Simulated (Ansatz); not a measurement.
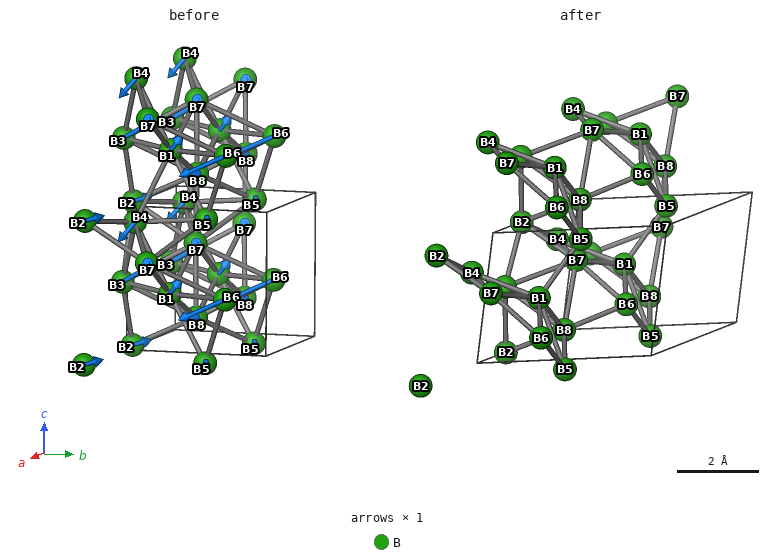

The structure of a crystal of B (built on the beta-tungsten (A15)_223 type) (coarse preliminary run) before (left) and after (right) a relaxation, at one scale. The blue arrows give the displacements (the part carried along by the change of the cell is left out), at their true length.

A ball-and-stick model of the cell of the calculation, repeated 2 × 1 × 2 with one cell outlined, seen slightly off an axis.

The calculation used DFT PBE, scalar-relativistic, plane waves, PAW in Ansatz 0.2.0. (plane-wave cutoff 420 eV; k-point mesh 6 × 6 × 6; occupations gaussian; smearing width 0.1 eV; no spin polarisation; cell and atoms relaxed; force threshold 0.015 eV/Å; at most 120 steps)

Q: Describe what moved and what it gained.

A: The atom that moves furthest relative to the cell is B6 (1.32 Å along [1 −2 −1]). The drawn cell changes as follows: a 3.636 → 4.340 Å (+19.4 %), b 3.622 → 4.363 Å (+20.5 %), c 3.589 → 3.254 Å (−9.3 %), α 90.0° → 80.2°, β 91.2° → 101.2°, γ 91.4° → 111.1°; the volume changes by +18.7 %. Some distances before and after: B3–B6 1.981 → 4.529 Å, B1–B6 2.152 → 4.502 Å, B1–B3 2.285 → 3.657 Å, B1–B4 2.021 → 3.340 Å. Bond angles that change, for instance: B2–B4–B3 113.1° → 177.4°, B1–B4–B5 121.9° → 178.1°, B8–B7–B8 172.8° → 123.0°. The space group stays P1 (No. 1). The energy falls by 1328 meV per atom in 22 accepted moves (25 points after the start). Largest force component: 1.1 eV/Å at the start, 0.004 eV/Å at the end. The pressure goes from 17.77 to 0.01 GPa. The line search rejected the trial step at point 13 of the run. The SCF was repeated twice at an unchanged geometry on a basis and grid sized afresh for the cell, which shifted the energy by 42.5 meV per atom at most. The run took roughly 4 core-minutes on a shared host.
